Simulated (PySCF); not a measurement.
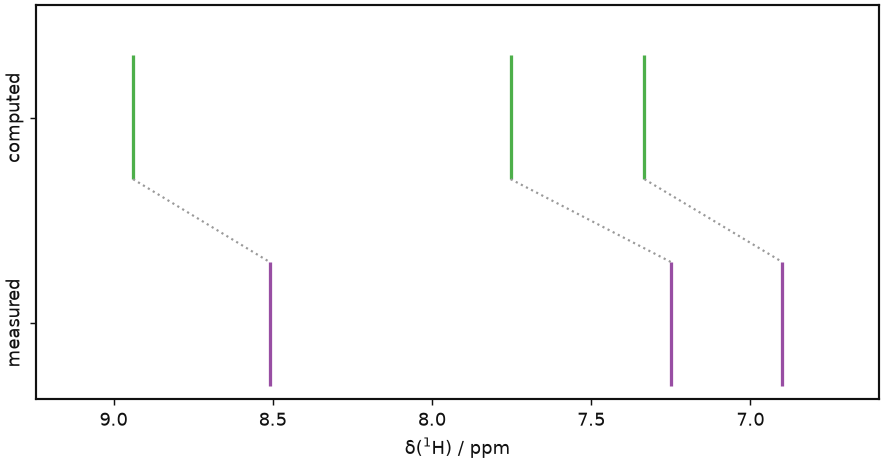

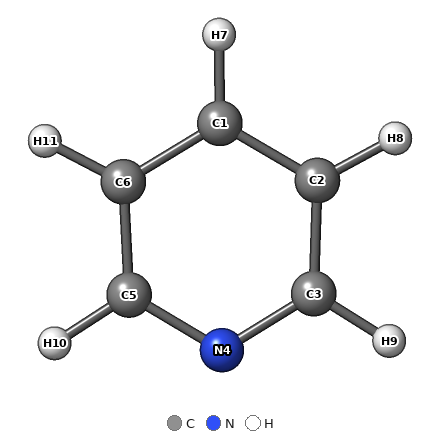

¹H shifts of C₅H₅N, SMILES c1ccncc1 against TMS: GIAO OPBE/pcSseg-2 (PySCF 2.14.0) for one gas-phase conformer (PBE0-D3(BJ)/def2-SVP, like atoms averaged) above, published measurements (C6D5Cl) below; dotted lines join the same nuclei. Only nuclei with a measured value are shown, one named for each set of like atoms.

### Is the order of the signals reproduced?

Yes, no dotted lines cross.

### Assign the lines.

```
nucleus  computed  measured
H on C3      8.94      8.51
H on C1      7.75      7.25
H on C2      7.33      6.90
```
